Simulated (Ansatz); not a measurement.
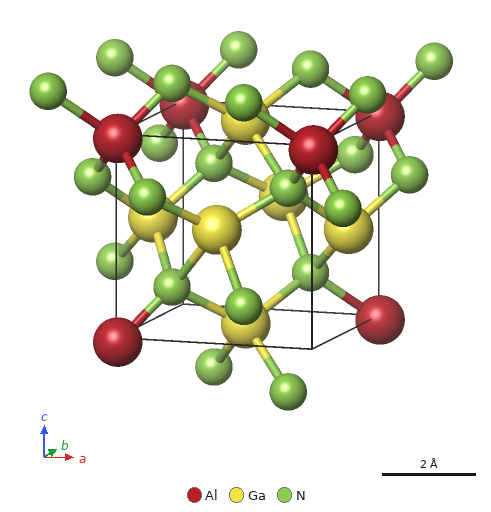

Starting structure of solid AlGa₃N₄ (set up in P1). A ball-and-stick model of the cell of the calculation, seen slightly off an axis.

Case: all atoms moved at random, sigma 0.1 Å for each component; relaxed back.

Theory: DFT r2SCAN, scalar-relativistic, plane waves, PAW (Ansatz).

The input:
```yaml
crystal:
  lattice:
    - [4.4653444468, 0.0, 0.0]
    - [0.0, 4.4653444468, 0.0]
    - [0.0, 0.0, 4.4653444468]
  atoms:
    - { symbol: Al, position: [0.0077809908, -0.0020121059, -0.0205869107] }
    - { symbol: Ga, position: [0.5022320328, 0.4652626221, 0.0208196045] }
    - { symbol: Ga, position: [0.4983220771, 0.045442878, 0.5505526283] }
    - { symbol: Ga, position: [0.0102165595, 0.5187935267, 0.5045614247] }
    - { symbol: "N", position: [0.7255322113, 0.7825288088, 0.230820933] }
    - { symbol: "N", position: [0.8008919007, 0.227715365, 0.7416098215] }
    - { symbol: "N", position: [0.2421459948, 0.7529949875, 0.7457389442] }
    - { symbol: "N", position: [0.212878233, 0.2092739177, 0.2264835545] }
basis:
  ecutwfc: 500
kpoints:
  mp_grid: { grid: [6, 6, 6] }
hamiltonian:
  xc: r2scan
scf:
  occupations: { method: gaussian, width: 0.05 }
output:
  forces: true
  stress: true
  eigenvalues: true
relax:
  adjacent_minimum: "off"
  f_tol: 0.01
  max_steps: 80
  cell: { stress_tol: 0.1 }
```

Launched with:
```bash
ansatz run input.yaml --threads 2 --pin off --max-ram 5120MiB --backend cpu --events-out ev --progress --plain --runs-dir out
```

Predict the outcome.

Answer. Over 4 accepted moves (5 points after the start) the energy falls by 2.287 eV per cell of the calculation. Largest force component: 3.8 eV/Å at the start, 0.0045 eV/Å at the end. Pressure: 4.46 GPa at the start and 0.06 GPa at the end. At 1 point the geometry stayed and the basis and grid were re-selected for the new cell (energy shift of less than 0.05 meV per cell of the calculation at most each time). Ga3 moves most relative to the cell: 0.30 Å along [0 −1 −1]. By element the largest moves are Ga 0.30 Å, N 0.23 Å, Al 0.10 Å. The drawn cell changes at constant volume: a 4.465 → 4.464 Å (0.0 %), b unchanged at 4.465 Å, c 4.465 → 4.466 Å (0.0 %). Near-neighbour distances that change, for instance: Al1–N8 1.716 → 1.892 Å, Ga2–N7 2.123 → 1.948 Å, Ga2–N6 2.111 → 1.947 Å, Ga3–N6 1.793 → 1.947 Å. Bond angles that change, for instance: N6–Ga3–N8 129.7° → 111.8°, N5–Ga3–N8 91.1° → 108.3°, Ga2–N6–Ga3 91.9° → 108.3°. The space group (tolerance 0.01 Å) goes from P1 (No. 1) to P-43m (No. 215). The run took 2.1 min on 2 threads of Intel(R) Xeon(R) 6975P-C (Granite Rapids), on a shared host, peak memory 0.8 GiB.

Step by step:

| step | E − E(0), meV/atom | largest force component, eV/Å | pressure, GPa | volume, Å³/atom | note |
| --- | --- | --- | --- | --- | --- |
| 0 | 0.00 | 3.8462 | 4.46 | 11.129 |  |
| 1 | -214.37 | 1.9082 | 0.68 | 11.195 |  |
| 2 | -264.39 | 0.5886 | -3.10 | 11.304 |  |
| 3 | -285.81 | 0.0342 | -0.11 | 11.136 |  |
| 4 | -285.92 | 0.0045 | 0.05 | 11.127 |  |
| 5 | -285.91 | 0.0045 | 0.06 | 11.127 | same geometry, new basis |

After the run, drawn alike:

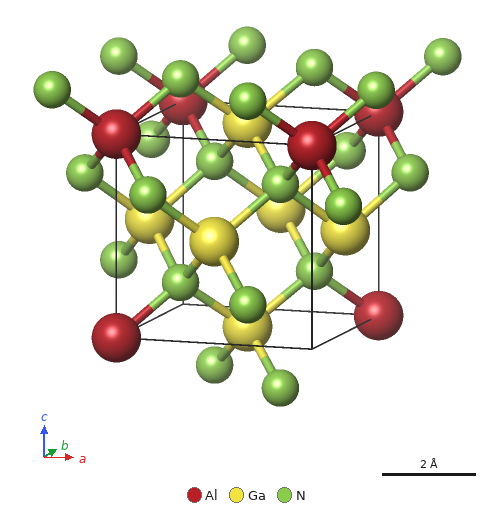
